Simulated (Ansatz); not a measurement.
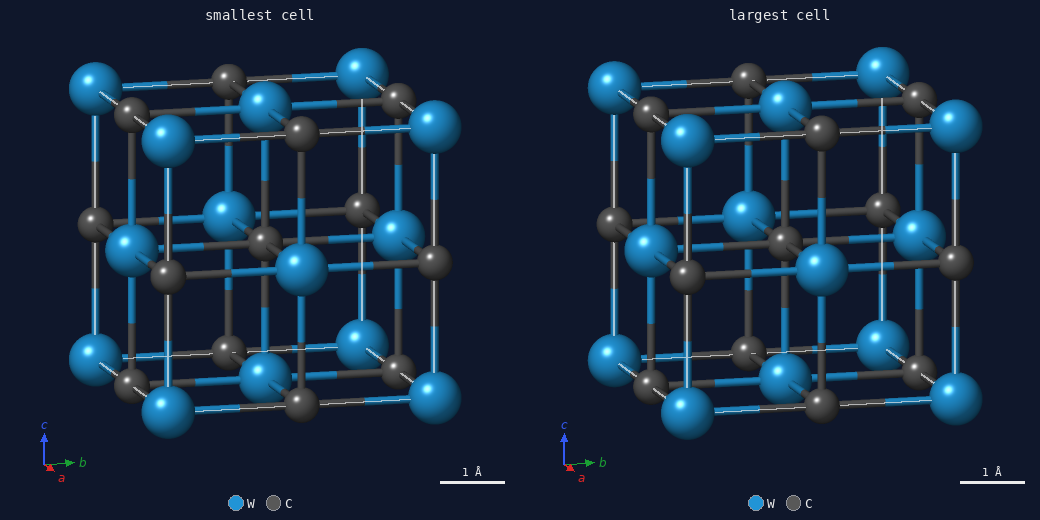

WC, rock salt (NaCl type), space group Fm-3m (No. 225), relaxed (cell and atoms, zero pressure) with four choices of dispersion term on top of PBEsol; the smallest and the largest of the relaxed conventional cells are drawn to one scale (sticks follow a distance rule). The start was a structure listed in the Materials Project.

Alike in all runs: Ansatz 0.2.0; functional PBEsol; potentials Ansatz PAW; cutoff 420 eV; k mesh 10 × 10 × 10 on the run's cell of 2 atoms; occupations fermi-dirac, width 0.05 eV; no spin polarisation; no spin-orbit coupling. All runs are metallic.

| level | volume (Å³/atom) | a (Å) |
| --- | --- | --- |
| D3(BJ) | 10.07 | 4.318 |
| D4 | ? | ? |
| D3(BJ)-ATM | 10.11 | 4.324 |
| none | 10.25 | 4.345 |

What does D4 give?

Answer. Volume 10.15 Å³/atom; a 4.330 Å. That is between D3(BJ)-ATM and none in volume.

Order the levels by the relaxed volume, smallest first.

Answer. D3(BJ) (10.07 Å³/atom), D3(BJ)-ATM (10.11 Å³/atom), D4 (10.15 Å³/atom), none (10.25 Å³/atom). Rows within a few tenths of a per cent can't be told apart.

Caveat: the plane-wave basis is chosen anew once the cell has moved, so the energies of steps on either side of that aren't comparable; pairwise dispersion terms can overbind metals strongly; spin-orbit coupling is left out, which matters for W, if less for volumes and forces than for levels.
